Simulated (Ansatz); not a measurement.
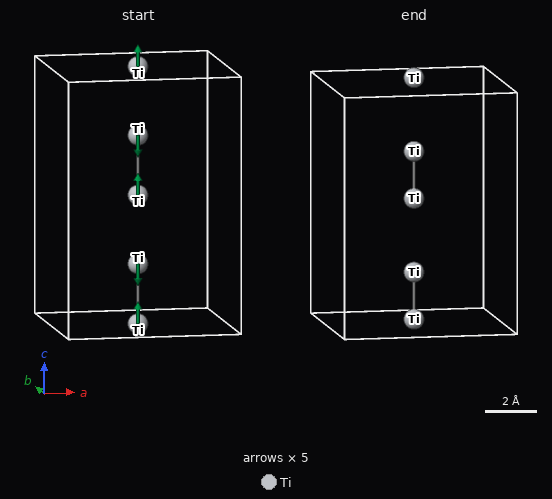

The structure of a wire of composition Ti before (left) and after (right) a relaxation, at one scale. The green arrows give the displacements (the part carried along by the change of the cell is left out), 5 times their true length.

The picture is a ball-and-stick view of the 2 repeat of the cell, with the vacuum cut short, seen slightly off an axis.

Case: dimerised chain of atoms.

Computed with DFT PBE, scalar-relativistic, plane waves, PAW in Ansatz 0.2.0.

Input file:
```yaml
crystal:
  lattice:
    - [9.0, 0.0, 0.0]
    - [0.0, 9.3, 0.0]
    - [0.0, 0.0, 5.181074124]
  atoms:
    - { symbol: Ti, position: [0.5, 0.5, 0.0], spin: 1.5 }
    - { symbol: Ti, position: [0.5, 0.5, 0.465], spin: 1.5 }
basis:
  ecutwfc: 420
kpoints:
  mp_grid: { grid: [1, 1, 13] }
hamiltonian:
  xc: pbe
scf:
  occupations: { method: gaussian, width: 0.05 }
output:
  forces: true
  stress: true
  eigenvalues: true
  populations: true
  write_density: true
  write_potential: true
  elf: true
  volumetric_format: npy
magnetization:
  spin_polarized: true
relax:
  adjacent_minimum: "off"
  f_tol: 0.01
  max_steps: 45
  cell: { fix: [a, b, alpha, beta, gamma], stress_tol: 0.03 }
```

Command:
```bash
ansatz run input.yaml --threads 2 --pin off --max-ram 5120MiB --backend cpu --events-out ev --progress --plain --runs-dir out
```

> Summarise the run.

The largest moves relative to the layer's centre, 0.18 Å, are those of Ti1 and Ti2. Along the periodic axis the drawn cell goes c 10.362 → 9.729 Å (−6.1 %). Among the contacts that change: Ti1–Ti2 2.409 → 1.899 Å, Ti1–Ti2 (another image) 2.772 → 2.965 Å. The energy falls by 0.857 eV per cell of the calculation in 8 accepted moves (10 points after the start). Largest force component: 1.6 eV/Å at the start, 0.0011 eV/Å at the end. The line search rejected the trial step at point 3 of the run. At 1 point the geometry stayed and the basis and grid were re-selected for the new cell (energy shift of 0.7 meV per cell of the calculation at most each time). The program noted that the starting moments weren't kept. The run may lie on a higher electronic state than the lowest, so the end point isn't shown to be the ground-state structure. Cost: 2.9 min on 2 threads of Arm Neoverse V2 (shared host), peak memory 0.68 GiB.

Limits of the set-up: the k-point mesh is coarse for a cell with partly filled bands.
